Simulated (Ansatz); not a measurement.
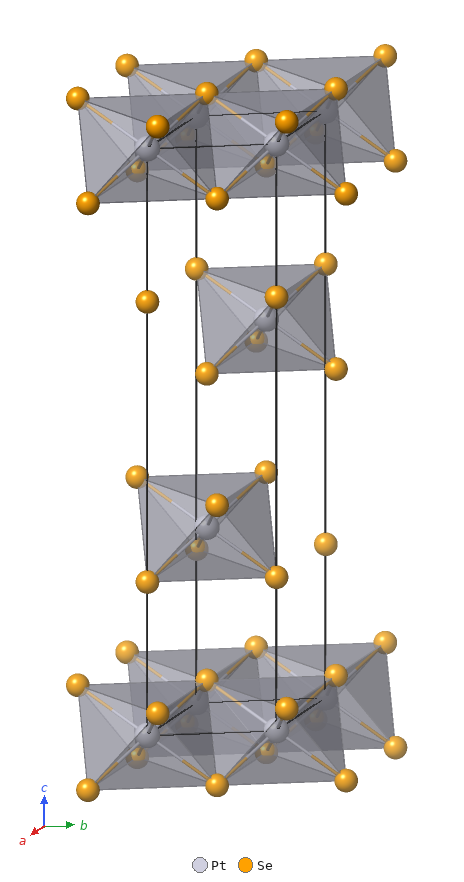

View slightly off an axis, drawn as a polyhedral model. The edges of the conventional unit cell are marked. Some neighbours outside the box are added.

PtSe2, space group R-3m (No. 166), a = 3.79 Å, b = 3.79 Å, c = 17.73 Å, α = 90.00°, β = 90.00°, γ = 120.00°.

The calculation used Ansatz 0.2.0, DFT, HSE06, plane waves, PAW, with a cutoff energy of 420 eV, k-points about 0.32 Å⁻¹ apart, no spin polarisation.

Is the electronic structure metallic or gapped?

A semiconductor at this level, with a gap of 0.92 eV, indirect; the smallest direct gap is 1.46 eV.

Give the pressure and its sign.

The computed pressure is -3.9 GPa (stretched: it would shrink). The stress isn't hydrostatic: its largest component is 5.3 GPa.

Its origin is a structure type filled with these elements by a generator (whether the compound takes this form wasn't checked). The cell was then strained or its atoms displaced on purpose. Ansatz was used for an electronic-structure calculation on it.
